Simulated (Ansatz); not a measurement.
**BaTiO3 (R3m): the gap up the ladder of methods**

Wanted: a ladder of band gaps for BaTiO3 (R3m), from density functionals to G0W0.

Method: density functionals, hybrids and G0W0, plane waves, PAW, in Ansatz 0.2.0.

### Step 1. Starting point

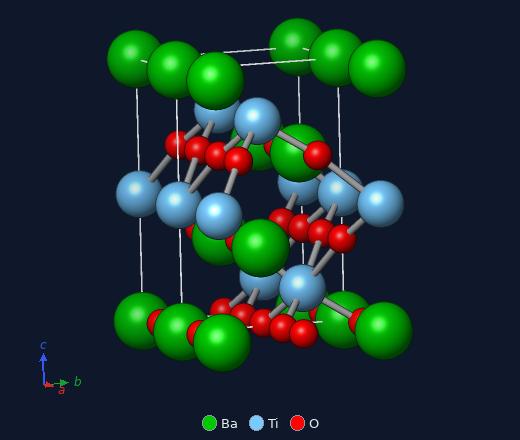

The cell as given, slightly off an axis (barium green, titanium blue, oxygen red). 2×1×1 cells are drawn. This picture shows the conventional cell, with its axes. Some periodic images of atoms are drawn too.

The cell and positions come from the Crystallography Open Database and are kept as given unless a step says otherwise. Spin-orbit coupling is left out unless a step names it. The default PAW set here is soft_1. Its files were made with PBE; for other functionals the partial waves and projectors stay those of PBE.

### Step 2. LDA on the 6×6×6 mesh

Levels along a band path and on the mesh show where this functional puts the band edges.

This step: DFT, LDA, plane waves, PAW.

The input, input.yaml:

```yaml
crystal:
  lattice:
    - [2.8273666084, 1.6323808724, 2.3183934932]
    - [-2.8273666084, 1.6323808724, 2.3183934932]
    - [0.0, -3.2647617449, 2.3183934932]
  atoms:
    - { symbol: Ba, position: [0.0, 0.0, 0.0] }
    - { symbol: Ti, position: [0.4845, 0.4845, 0.4845] }
    - { symbol: O, position: [0.5086, 0.5086, 0.0175] }
    - { symbol: O, position: [0.0175, 0.5086, 0.5086] }
    - { symbol: O, position: [0.5086, 0.0175, 0.5086] }
kpoints:
  mp_grid: { grid: [6, 6, 6] }
  band_path:
    path:
      - [[0.0, 0.0, 0.0], [0.5, 0.5, 0.5], [0.50282879, 0.49717121, 0.5]]
      - [[0.5, -0.49717121, 0.49717121], [0.5, 0.0, 0.0], [0.0, 0.0, 0.0], [0.49858561, -0.49858561, 0.0]]
      - [[0.50141439, 0.0, 0.49858561], [0.5, 0.0, 0.5], [0.0, 0.0, 0.0]]
    npoints: 10
hamiltonian:
  xc: lda
  pseudopotentials: { kind: paw, azcp: { folder: "./paw" } }
scf:
  occupations: { method: fermi_dirac, width: 0.02 }
  n_extra_bands: 5
output:
  eigenvalues: true
  write_density: true
  write_potential: true
  elf: true
  volumetric_format: npy
```

Run with:

```console
$ ansatz run input.yaml --threads 3 --pin off --max-ram 92160MiB --backend cuda --events-out ev --progress --plain --runs-dir out --devices 1 --max-vram 13GiB
```

Numbers of over 12 decimals in the logs are rounded to 6 here.

The program printed:

```text
Warning: <dir> the record states the generating functional pbe (its physics header spells it `PBE`), which answers neither for hamiltonian.xc's functional nor for the lda family's — results may be inconsistent (PPs are generated against a specific XC)
Warning: <dir> the record states the generating functional pbe (its physics header spells it `PBE`), which answers neither for hamiltonian.xc's functional nor for the lda family's — results may be inconsistent (PPs are generated against a specific XC)
Warning: <dir> the record states the generating functional pbe (its physics header spells it `PBE`), which answers neither for hamiltonian.xc's functional nor for the lda family's — results may be inconsistent (PPs are generated against a specific XC)
scf.n_extra_bands = 5 over 20 filled bands (N_el = 40.0): the run solves 25 bands
GPUs: using 1 of 1 available (devices: 1).
Engine: ansatz 0.2.0, x86_64-unknown-linux-gnu
Pseudopotentials: kind: paw
Pseudopotential: Ba, paw, valence charge 10, recommended cutoff 420 eV (normal), <dir>
Pseudopotential: Ti, paw, valence charge 12, recommended cutoff 420 eV (normal), <dir>
Pseudopotential: O, paw, valence charge 6, recommended cutoff 420 eV (normal), <dir>
Functional definition: SPW92
  exchange = slater_x
  correlation = pw_c
device memory: the entry about to start is reckoned to put 1.1 GiB on a device that reports 75.0 GiB free (of which the cap on the GPU budget leaves the run 13.0 GiB)
GPU FFT provider: cuFFT
GPU libraries: cuBLAS 13.8.2, cuFFT 12.4.0, cuSOLVER 12.3.4
Crystal: 5 atoms, lattice volume = 64.201 Å³
Basis set: ecut = 420 eV, 1237 PW (Γ)
Bands: 25, of which v1, the nominal top of the filled ones, is band 20 counted from 1 (19 counted from 0)
Symmetry: 6 space group operations
Space group: R3m (ITA 160), of the structure as read, at distance tolerance 4.0e-5 Å
k-points: 32 of 216 (time reversal used)
Non-local potential: Ba, projectors of the file, l = 0: 3, l = 1: 2, l = 2: 2, l = 3: 2
Non-local potential: Ti, projectors of the file, l = 0: 3, l = 1: 2, l = 2: 3, l = 3: 1
Non-local potential: O, projectors of the file, l = 0: 2, l = 1: 2, l = 2: 1
PAW form: soft (Blöchl's): semilocal exchange-correlation on the pseudo side does not see the compensation charge
PAW frozen core: Ba, regenerated for the run's functional, and the local potential with it (the file was generated under x = pbe(κ = 0.804, μ = 0.219515), c = pbe(β = 0.066725))
PAW frozen core: Ti, regenerated for the run's functional, and the local potential with it (the file was generated under x = pbe(κ = 0.804, μ = 0.219515), c = pbe(β = 0.066725))
PAW frozen core: O, regenerated for the run's functional, and the local potential with it (the file was generated under x = pbe(κ = 0.804, μ = 0.219515), c = pbe(β = 0.066725))
PAW one-centre angular grid: Ba, 194 points (default); XC on 64 Gauss nodes
PAW one-centre angular grid: Ti, 590 points (default); XC on 64 Gauss nodes
PAW one-centre angular grid: O, 110 points (default); XC on 64 Gauss nodes
Initial density: superposition of atomic densities (chi_scale 0.1, normalization cell, long waves kept (reshape's long-wave potential 0.00 eV rms))
Initial wavefunctions: pseudopotential atomic-orbital guess
GPU buffer pool allocated for 19683 grid points (all kernels)
GPU transforms: local potential and band sums: pruned to the plane-wave sphere, on 27×27×27
Functional: x = slater, c = lda
SCF iter   1: F=—  HF=-9905.100297 eV  |F-HF|=—  |Δ(HF+E_count)|=         —  Δρ=5.59e-2  dr2=1.95e0  ethr=3.10e-3  ⟨swp⟩=8.9  Hψ=4232  notcnv=0
preconditioner: auto → Resta (q_TF=auto, 2.521 Å⁻¹)  ε∞=5.9  [insulator: Δε(μ)=2.556 eV  Ē_g=11.514 eV  σ=0.020 eV  W_gap=1.00  n_scr=18 (ndim 8)  ℏωp=25.4 eV  f_vac=0.000  D(μ)=0.00/eV (n_scr^D=0)  ε∞_Penn≈5.9]
SCF iter   2: F=—  HF=-9904.716576 eV  |F-HF|=—  |Δ(HF+E_count)|=   3.84e-1  Δρ=2.48e-2  dr2=5.72e-1  ethr=3.10e-3  ⟨swp⟩=2.2  Hψ=1452  notcnv=0  defer=32
SCF iter   3: F=—  HF=-9904.604829 eV  |F-HF|=—  |Δ(HF+E_count)|=   1.12e-1  Δρ=7.75e-3  dr2=6.29e-2  ethr=1.43e-3  ⟨swp⟩=2.3  Hψ=2359  notcnv=0  defer=32
SCF iter   4: F=—  HF=-9904.586239 eV  |F-HF|=—  |Δ(HF+E_count)|=   1.86e-2  Δρ=1.65e-3  dr2=1.48e-3  ethr=1.57e-4  ⟨swp⟩=2.3  Hψ=1419  notcnv=0  defer=32
SCF iter   5: F=—  HF=-9904.586107 eV  |F-HF|=—  |Δ(HF+E_count)|=   1.31e-4  Δρ=2.69e-4  dr2=3.92e-5  ethr=3.70e-6  ⟨swp⟩=2.2  Hψ=1283  notcnv=0  defer=32
SCF iter   6: F=—  HF=-9904.586312 eV  |F-HF|=—  |Δ(HF+E_count)|=   2.05e-4  Δρ=3.86e-5  dr2=9.42e-7  ethr=9.79e-8  ⟨swp⟩=2.5  Hψ=1246  notcnv=0  defer=32
SCF iter   7: F=-9904.586312 eV  HF=-9904.586312 eV  |F-HF|=2.11e-8  |Δ(HF+E_count)|=   8.76e-8  Δρ=9.12e-6  dr2=4.10e-8  ethr=2.50e-10  ⟨swp⟩=9.0  Hψ=3039  notcnv=0
SCF 1 converged in 7 iterations: F = -9904.586312 eV  dr2 = 4.10e-8
[...]
device memory: the entry about to start is reckoned to put 1.9 GiB on a device that reports 74.8 GiB free (of which the cap on the GPU budget leaves the run 13.0 GiB)
NSCF: frozen V_eff on 73 k-points, pencils in batches of 32, up to order 112
SCF converged after 7 iterations
Free energy (F): -9904.586312 eV
Harris-Foulkes:  -9904.586312 eV  (|F-HF|=2.11e-8)
Internal energy: -9904.586312 eV  (E = F + TS)
E sigma→0 (E₀):  -9904.586312 eV
Fermi energy:    11.002667 eV
--- Per-component energies (eV) ---
  E_band       = -151.075145
  E_kinetic    = 942.925149
  E_local      = -2203.245248  (includes V_loc(G=0)·N_el)
  E_nonlocal   = 320.899654
  E_hartree    = 842.712903
  E_xc         = -526.080420
  E_vxc        = -549.310967  (∫ρ·V_xc dr)
  E_paw        = -6473.486143  (= ΣΔE_a)
  E_vpaw       = -347.779282  (= ΣTr[D̂ρ^β])
  E_aug_tail   = 0.002241  (compensation charges beyond the density's cutoff)
  E_ewald      = -2809.213684
  E_core_change = 0.899235  (= ΣΔE_core)
  E_smearing   = -0.000000  (= −TS)
  E_closure    = -0.000000  (closes the sum)
  Σ components = -9904.586312   (vs F -9904.586312, Δ=0.00e0)
--- Band table (eV; the first three rows and the last of 32) ---
  k-point 0: bands = [... 16 lower, 8.7190, 9.3231, 9.4668, 9.4668, 12.1728, 12.1728, 12.3278, 14.3950, ... 1 higher]
  k-point 1: bands = [... 16 lower, 8.5493, 8.9132, 9.3463, 9.3605, 12.2229, 12.5573, 12.5836, 14.3913, ... 1 higher]
  k-point 2: bands = [... 16 lower, 8.2470, 8.3615, 9.0310, 9.1280, 12.2966, 13.2442, 13.3394, 14.3767, ... 1 higher]
  k-point 31: bands = [... 16 lower, 7.5312, 9.8033, 9.8033, 9.8179, 14.1730, 14.3221, 14.3221, 16.4735, ... 1 higher]
```

The job ended after 19 s (1 × NVIDIA H100 80GB HBM3 (shared by 6 runs) with 3 threads of AMD EPYC 7R13 (Zen 3), shared host; peak memory 0.92 GiB).

The column dr2 measures how far the density is from self-consistency, as an energy; F and HF (Harris–Foulkes) agree once it is small.

This step gave:

```yaml
filled_bands: 20
gap: 2.355 eV
valence_top_at: T
conduction_bottom_at: Γ
least_direct_gap: 2.686 eV
```

Over mesh and path the gap is 2.355 eV, from k = (0.500, 0.500, 0.500) to k = Γ. The least direct gap found is 2.686 eV, at k = (0.050, -0.050, 0.000). The program's warnings for this run: pseudo functional mismatch.

### Step 3. LDA+SOC on the 6×6×6 mesh

This run has two-component orbitals with spin-orbit coupling.

This step: DFT, LDA with spin-orbit coupling, plane waves, PAW.

The input, input.yaml:

```yaml
crystal:
  lattice:
    - [2.8273666084, 1.6323808724, 2.3183934932]
    - [-2.8273666084, 1.6323808724, 2.3183934932]
    - [0.0, -3.2647617449, 2.3183934932]
  atoms:
    - { symbol: Ba, position: [0.0, 0.0, 0.0] }
    - { symbol: Ti, position: [0.4845, 0.4845, 0.4845] }
    - { symbol: O, position: [0.5086, 0.5086, 0.0175] }
    - { symbol: O, position: [0.0175, 0.5086, 0.5086] }
    - { symbol: O, position: [0.5086, 0.0175, 0.5086] }
kpoints:
  mp_grid: { grid: [6, 6, 6] }
  band_path:
    path:
      - [0.0, 0.0, 0.0]
      - [0.5, 0.5, 0.5]
      - [0.50282879, 0.49717121, 0.5]
      - [0.5, -0.49717121, 0.49717121]
      - [0.5, 0.0, 0.0]
      - [0.49858561, -0.49858561, 0.0]
      - [0.50141439, 0.0, 0.49858561]
      - [0.049858561, -0.049858561, 0.0]
    npoints: 1
hamiltonian:
  xc: lda
  pseudopotentials: { kind: paw_fr, azcp: { folder: "./paw" } }
scf:
  occupations: { method: fixed }
  n_extra_bands: 10
magnetization:
  noncollinear: true
  spin_orbit: true
output:
  eigenvalues: true
```

The program printed:

```text
[...]
GPUs: using 1 of 1 available (devices: 1).
[...]
non-collinear run that drives no moment, with spin-orbit: no starting moment large enough to seed its density (crystal.atoms[].spin), no starting occupations that ask for one, no magnetisation constraint and no magnetic field, so the semilocal B_xc is pinned to zero
[...]
GPU FFT provider: cuFFT
GPU libraries: cuBLAS 13.8.2, cuFFT 12.4.0, cuSOLVER 12.3.4
Crystal: 5 atoms, lattice volume = 64.201 Å³
Basis set: ecut = 420 eV, 1237 PW (Γ)
Bands: 50, of which v1, the nominal top of the filled ones, is band 40 counted from 1 (39 counted from 0)
Symmetry: 6 space group operations + 6 with time reversal
[...]
k-points: 32 of 216 (time reversal used)
Projection manifold: j_resolved (fully-relativistic pseudo-atomic orbitals)
[...]
GPU buffer pool allocated for 19683 grid points (all kernels)
[...]
Absolute magnetization: 0.0000 μB (∫|m|)
  site 0: m = (+0.0000, +0.0000, +0.0000) μB, |m| = 0.0000 μB  (R = 1.15 Å)
  site 1: m = (+0.0000, +0.0000, +0.0000) μB, |m| = 0.0000 μB  (R = 0.77 Å)
  site 2: m = (+0.0000, +0.0000, +0.0000) μB, |m| = 0.0000 μB  (R = 0.77 Å)
  site 3: m = (+0.0000, +0.0000, +0.0000) μB, |m| = 0.0000 μB  (R = 0.77 Å)
  site 4: m = (+0.0000, +0.0000, +0.0000) μB, |m| = 0.0000 μB  (R = 0.77 Å)
Free energy (F): -9909.245262 eV
[...]
Internal energy: -9909.245262 eV  (E = F + TS)
E sigma→0 (E₀):  -9909.245262 eV
Fermi energy:    9.818828 eV
[...]
--- Band table (eV; the first three rows and the last of 32) ---
  k-point 0: bands = [... 36 lower, 9.4534, 9.4534, 9.5138, 9.5138, 12.1643, 12.1643, 12.1756, 12.1756, ... 6 higher]
  k-point 1: bands = [... 36 lower, 9.2852, 9.3468, 9.3924, 9.3977, 12.2159, 12.2252, 12.5469, 12.5557, ... 6 higher]
  k-point 2: bands = [... 36 lower, 9.0144, 9.0340, 9.1305, 9.1350, 12.2932, 12.2959, 13.2366, 13.2451, ... 6 higher]
  k-point 31: bands = [... 36 lower, 9.8067, 9.8067, 9.8188, 9.8188, 14.1710, 14.1710, 14.3178, 14.3178, ... 6 higher]
[key lines of the parts left out:]
SCF converged after 8 iterations
Magnetization: |M| = 0.0000 μB,  M = (+0.0000, +0.0000, +0.0000) μB
```

Run time: 14 s. Hardware: 1 × NVIDIA H100 80GB HBM3 (shared by 6 runs) with 3 threads; peak memory 0.96 GiB; 8.1 s of CPU time.

Numbers from this step:

| Quantity | Value |
| --- | --- |
| gap | 2.345 eV |
| valence top at | H_2 |
| conduction bottom at | Γ |
| least direct gap | 2.633 eV |

Over mesh and listed points the gap is 2.345 eV, from k = (0.503, 0.497, 0.500) to k = Γ. The least direct gap found is 2.633 eV, at k = (0.050, -0.050, 0.000). LDA+SOC against LDA: 2.345 − 2.355 = −0.010 eV. Mesh, set of files and cutoff are the same, but the valence top lies at another k point, so this need not be the shift of one pair of states. The spin-orbit run sees mesh and listed points alone, so its gap is an upper bound: the coupling can move an edge off these points, the more so as this crystal has no centre of inversion, and the change over the zone, its sign included where it is small, is not known. The program's warnings for this run: pseudo functional mismatch.

### Step 4. r2SCAN on the 6×6×6 mesh

r2SCAN is a meta-GGA: it depends on the kinetic-energy density as well as on the density and its gradient.

This step: DFT, r2SCAN, plane waves, PAW.

input.yaml: that of step 3 with these lines changed.

```diff
@@ -25,11 +25,12 @@
 hamiltonian:
-  xc: lda
-  pseudopotentials: { kind: paw_fr, azcp: { folder: "./paw" } }
+  xc: r2scan
+  pseudopotentials: { kind: paw, azcp: { folder: "./paw" } }
 scf:
   occupations: { method: fixed }
-  n_extra_bands: 10
-magnetization:
-  noncollinear: true
-  spin_orbit: true
+  n_extra_bands: 5
 output:
   eigenvalues: true
+  write_density: true
+  write_potential: true
+  elf: true
+  volumetric_format: npy
```

The program printed:

```text
[...]
GPUs: using 1 of 1 available (devices: 1).
[...]
GPU FFT provider: cuFFT
GPU libraries: cuBLAS 13.8.2, cuFFT 12.4.0, cuSOLVER 12.3.4
Crystal: 5 atoms, lattice volume = 64.201 Å³
Basis set: ecut = 500 eV, 1647 PW (Γ), exchange–correlation on 120×120×120 points (64 copies of the dense FFT grid, shifted against one another)
[...]
--- Band table (eV; the first three rows and the last of 32) ---
  k-point 0: bands = [... 16 lower, 8.7727, 9.4073, 9.5203, 9.5203, 12.6875, 12.6875, 12.8247, 14.7610, ... 1 higher]
  k-point 1: bands = [... 16 lower, 8.6203, 8.9847, 9.3970, 9.4313, 12.7319, 13.0433, 13.0772, 14.7580, ... 1 higher]
  k-point 2: bands = [... 16 lower, 8.3416, 8.4555, 9.1015, 9.1689, 12.8011, 13.7027, 13.8036, 14.7450, ... 1 higher]
  k-point 31: bands = [... 16 lower, 7.5874, 9.8695, 9.8695, 9.8833, 14.6202, 14.7761, 14.7761, 17.2365, ... 1 higher]
[key lines of the parts left out:]
SCF converged after 8 iterations
Free energy (F): -10183.967348 eV
Fermi energy:    9.883277 eV
```

Run time: 16 s. Hardware: 1 × NVIDIA H100 80GB HBM3 (shared by 6 runs) with 3 threads; peak memory 1 GiB; 3.6 s of CPU time.

This step gave:

```yaml
gap: 2.804 eV
valence_top_at: T
conduction_bottom_at: Γ
least_direct_gap: 3.137 eV
```

Over mesh and listed points the gap is 2.804 eV, from k = (0.500, 0.500, 0.500) to k = Γ. The least direct gap found is 3.137 eV, at k = (0.050, -0.050, 0.000). r2SCAN against LDA: 2.804 − 2.355 = +0.449 eV. The runs also differ in plane-wave cutoff (420 eV and 500 eV), so how much of this comes from the functional alone is not known.

### Step 5. HSE06 on the 4×4×4 mesh

HSE06 mixes in a quarter of exact exchange at short range.

This step: DFT, HSE06, plane waves, PAW.

input.yaml: that of step 4 with these lines changed.

```diff
@@ -12,3 +12,3 @@
 kpoints:
-  mp_grid: { grid: [6, 6, 6] }
+  mp_grid: { grid: [4, 4, 4] }
   band_path:
@@ -25,3 +25,3 @@
 hamiltonian:
-  xc: r2scan
+  xc: hse06
   pseudopotentials: { kind: paw, azcp: { folder: "./paw" } }
@@ -32,5 +32 @@
   eigenvalues: true
-  write_density: true
-  write_potential: true
-  elf: true
-  volumetric_format: npy
```

The program printed:

```text
[...]
GPUs: using 1 of 1 available (devices: 1).
[...]
davidson cushion auto → on  (no smearing: the cushion is to keep the highest requested band from converging to the state above it; pin scf.eigensolver.cushion to override)
[...]
GPU FFT provider: cuFFT
GPU libraries: cuBLAS 13.8.2, cuFFT 12.4.0, cuSOLVER 12.3.4
Crystal: 5 atoms, lattice volume = 64.201 Å³
Basis set: ecut = 420 eV, 1237 PW (Γ)
[...]
Fermi energy:    9.171231 eV
[...]
--- Band table (eV; the first three rows and the last of 13) ---
  k-point 0: bands = [... 16 lower, 8.0053, 8.7041, 8.8117, 8.8117, 13.0610, 13.0610, 13.2022, 15.1706, ... 1 higher]
  k-point 1: bands = [... 16 lower, 7.6932, 7.9023, 8.5391, 8.5487, 13.1544, 13.8114, 13.9056, 15.1656, ... 1 higher]
  k-point 2: bands = [... 16 lower, 7.4467, 7.4833, 8.1959, 8.3068, 13.2353, 14.6286, 14.7342, 15.1323, ... 1 higher]
  k-point 12: bands = [... 16 lower, 6.7644, 9.1579, 9.1579, 9.1712, 15.2707, 15.4399, 15.4399, 17.4813, ... 1 higher]
[key lines of the parts left out:]
Free energy (F): -10163.664796 eV
```

The job ended after 30 s (1 × NVIDIA H100 80GB HBM3 (shared by 6 runs) with 3 threads; peak memory 1.2 GiB).

Numbers from this step:

```
gap                     : 3.890 eV
valence top at          : T
conduction bottom at    : Γ
least direct gap        : 4.214 eV
exact-exchange fraction : 0.25
```

Over mesh and listed points the gap is 3.890 eV, from k = (0.500, 0.500, 0.500) to k = Γ. The least direct gap found is 4.214 eV, at k = (0.050, -0.050, 0.000). HSE06 against LDA: 3.890 − 2.355 = +1.535 eV. The runs also differ in mesh (6×6×6 and 4×4×4), so how much of this comes from the functional alone is not known.

### Step 6. PBE0 on the 4×4×4 mesh

PBE0 mixes in a quarter of exact exchange at all distances.

This step: DFT, PBE0, plane waves, PAW.

input.yaml: that of step 5 with these lines changed.

```diff
@@ -25,3 +25,3 @@
 hamiltonian:
-  xc: hse06
+  xc: pbe0
   pseudopotentials: { kind: paw, azcp: { folder: "./paw" } }
@@ -32 +32,5 @@
   eigenvalues: true
+  write_density: true
+  write_potential: true
+  elf: true
+  volumetric_format: npy
```

The program printed:

```text
[...]
GPUs: using 1 of 1 available (devices: 1).
[...]
GPU FFT provider: cuFFT
GPU libraries: cuBLAS 13.8.2, cuFFT 12.4.0, cuSOLVER 12.3.4
Crystal: 5 atoms, lattice volume = 64.201 Å³
Basis set: ecut = 420 eV, 1237 PW (Γ)
Bands: 25, of which v1, the nominal top of the filled ones, is band 20 counted from 1 (19 counted from 0)
Symmetry: 6 space group operations
[...]
k-points: 13 of 64 (time reversal used)
[...]
Fermi energy:    8.779823 eV
[...]
--- Band table (eV; the first three rows and the last of 13) ---
  k-point 0: bands = [... 16 lower, 7.6210, 8.3202, 8.4296, 8.4296, 13.4228, 13.4228, 13.5666, 15.5399, ... 1 higher]
  k-point 1: bands = [... 16 lower, 7.2978, 7.5070, 8.1538, 8.1636, 13.5176, 14.1847, 14.2808, 15.5354, ... 1 higher]
  k-point 2: bands = [... 16 lower, 7.0413, 7.0785, 7.8083, 7.9204, 13.5994, 15.0155, 15.1214, 15.5019, ... 1 higher]
  k-point 12: bands = [... 16 lower, 6.3645, 8.7668, 8.7668, 8.7798, 15.6613, 15.8315, 15.8315, 17.8520, ... 1 higher]
[key lines of the parts left out:]
Free energy (F): -10163.151236 eV
```

It took 28 s on 1 × NVIDIA H100 80GB HBM3 (shared by 6 runs) with 3 threads; peak memory 1.2 GiB.

Numbers from this step:

```yaml
gap: 4.643 eV
valence_top_at: T
conduction_bottom_at: Γ
least_direct_gap: 4.951 eV
exact_exchange_fraction: 0.25
```

Over mesh and listed points the gap is 4.643 eV, from k = (0.500, 0.500, 0.500) to k = Γ. The least direct gap found is 4.951 eV, at k = (0.050, -0.050, 0.000). PBE0 against HSE06: 4.643 − 3.890 = +0.753 eV, with the same mesh, files and cutoff, and both edges at the same k points.

[end of part 1 of 2]

[Paths, hosts, dates, memory and timing lines, banners, echoed tables and standing remarks are left out of the program output.]

[Logs are printed without paths, hosts, clocks, repeated set-up lines and the standing remarks that a program may print on its own settings, such as how far it seeks lower states.]

[Runs of the session that timed out or met a known fault of the program may be left out.]

[Cells called generated may have been cut or substituted from an entry of the Crystallography Open Database or the Materials Project.]

[Hosts, paths, dates, database ids (printed as entryN), source tags and the programs' standing remarks are cut or masked in the printed files.]

[Where an RPA ε∞ is given, it is that of the G0W0 mesh and is not shown converged in it. Names of k-points follow the symmetry that the program found, which can be lower than the space group named. Band edges on a path are those of the sampled points; other points can move an edge, and change direct to indirect where valleys lie close.]

[Hybrid gaps are those of their k-mesh and are not shown converged in it.]
